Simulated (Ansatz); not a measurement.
**Al$_{3}$Cu: density, localisation and related maps**

Input

```
crystal:
  lattice:
    - [2.7449288, -3.8962507, 0.0]
    - [2.7449288, 3.8962507, 0.0]
    - [0.0, 0.0, 2.8267497]
  atoms:
    - { symbol: Al, position: [0.0, 0.5, 0.0] }
    - { symbol: Al, position: [0.5, 0.0, 0.0] }
    - { symbol: Al, position: [0.5, 0.5, 0.5] }
    - { symbol: Cu, position: [0.0, 0.0, 0.5] }
basis:
  ecutwfc: 420
kpoints:
  mp_grid: { grid: [10, 10, 16] }
  band_path:
    path:
      - [[0.0, 0.0, 0.0], [-0.5, 0.5, 0.0], [-0.37408189, 0.62591811, 0.0]]
      - [[0.37408189, 0.37408189, 0.0], [0.0, 0.0, 0.0], [0.0, 0.0, 0.5], [0.37408189, 0.37408189, 0.5]]
      - [[-0.37408189, 0.62591811, 0.5], [-0.5, 0.5, 0.5], [-0.5, 0.5, 0.0]]
      - [[0.0, 0.0, 0.0], [0.0, 0.5, 0.0], [0.0, 0.5, 0.5], [0.0, 0.0, 0.5], [-0.5, 0.5, 0.5]]
    npoints: 14
hamiltonian:
  xc: pbesol
scf:
  occupations: { method: gaussian, width: 0.1 }
  n_extra_bands: 10
output:
  forces: true
  stress: true
  eigenvalues: true
  populations: true
  dos: { projected: true, de: 0.02, nscf_kmesh: { grid: [12, 12, 20] } }
  bader: true
  write_density: true
  write_potential: true
  elf: true
  volumetric_format: npy
```

Command:

```sh
ansatz run input.yaml --threads 1 --pin off --max-ram 3072MiB --backend cpu --events-out ev --progress --plain --runs-dir out
```

Below, planes, directions and counts refer to the conventional cell (a = 5.49 Å, b = 7.79 Å, c = 2.83 Å, α = 90.00°, β = 90.00°, γ = 90.00°).

Space group Cmmm; a structure generated by program, which may or may not match a known phase; computed pressure about −3 GPa in this cell; computed without spin polarisation.

Level of theory: Ansatz 0.2.0, DFT PBEsol, scalar-relativistic, plane waves, PAW.

In a PAW calculation such maps are meaningful between the atoms, not at the nuclei.

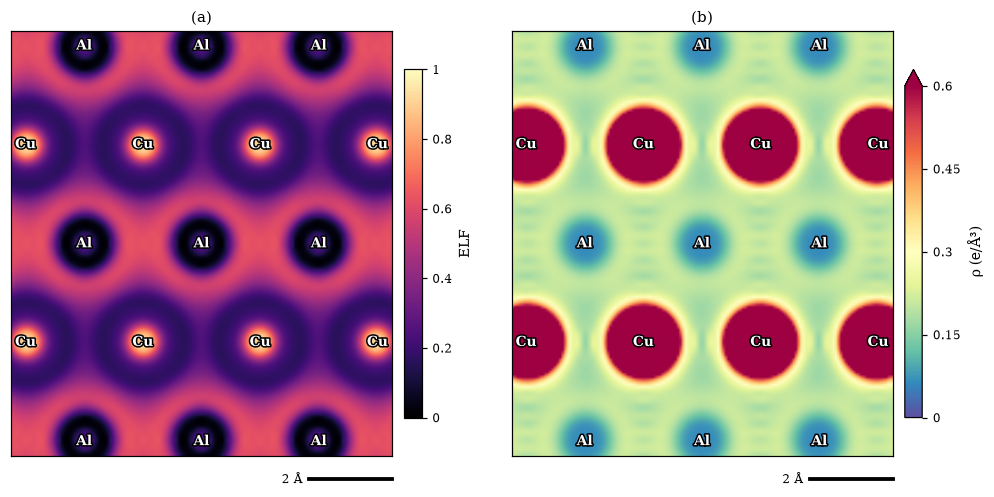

Figure 1. (a) electron localisation function; (b) valence pseudo-density on the (110) plane of the conventional cell.

**Describe what can be read from this map.**

The plane passes through Al and Cu nuclei. Al–Cu (2.77 Å): ρ is about 0.21 e/Å³ halfway; the ELF is about 0.40 at the midpoint. Cu–Cu (2.83 Å): the density is about 0.16 e/Å³ at the midpoint; the ELF is about 0.25 at the midpoint; no localised pair shows between them. Al–Al (2.83 Å): the density is about 0.2 e/Å³ at the midpoint; the ELF peaks at about 0.65 between the atoms. Between the atoms the lowest density in this plane is 0.16 e/Å³. The features right at Cu lie inside the PAW spheres, where the map follows smoothed inner orbitals and isn't to be read closely.

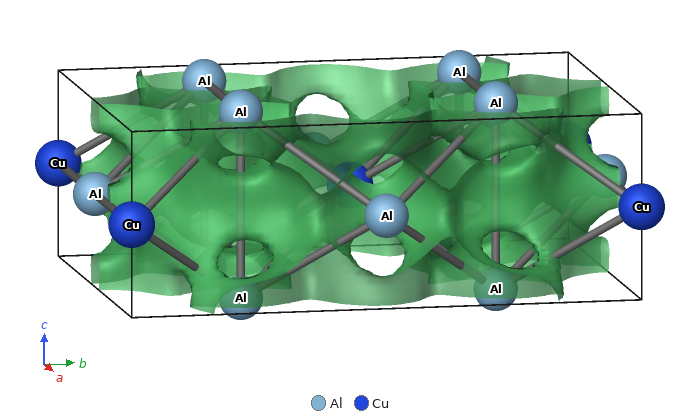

Figure 2. Isosurface of the ELF at 0.55 (green), seen slightly off an axis. Core shells and regions of very low density are left out. Sticks mark near contacts.

**Where are the electrons localised?**

The surface consists of one network that runs through the whole crystal, counted in one cell of 8 atoms. Any copies at cell faces, edges or corners count once. Along the contacts the grid gives the following. Al–Al (2.74 Å): the ELF peaks at about 0.65 between the atoms. Al–Cu (2.74 Å): the ELF is about 0.45 at the midpoint.

**Metal or insulator at this level of theory?**

It is gapless in this calculation (a metal or semimetal).

**Which way does charge flow, and how much by Bader's partition?**

Electrons move from Al towards Cu. Bader charges: Al +0.20 to +0.28 and Cu −0.77 e.
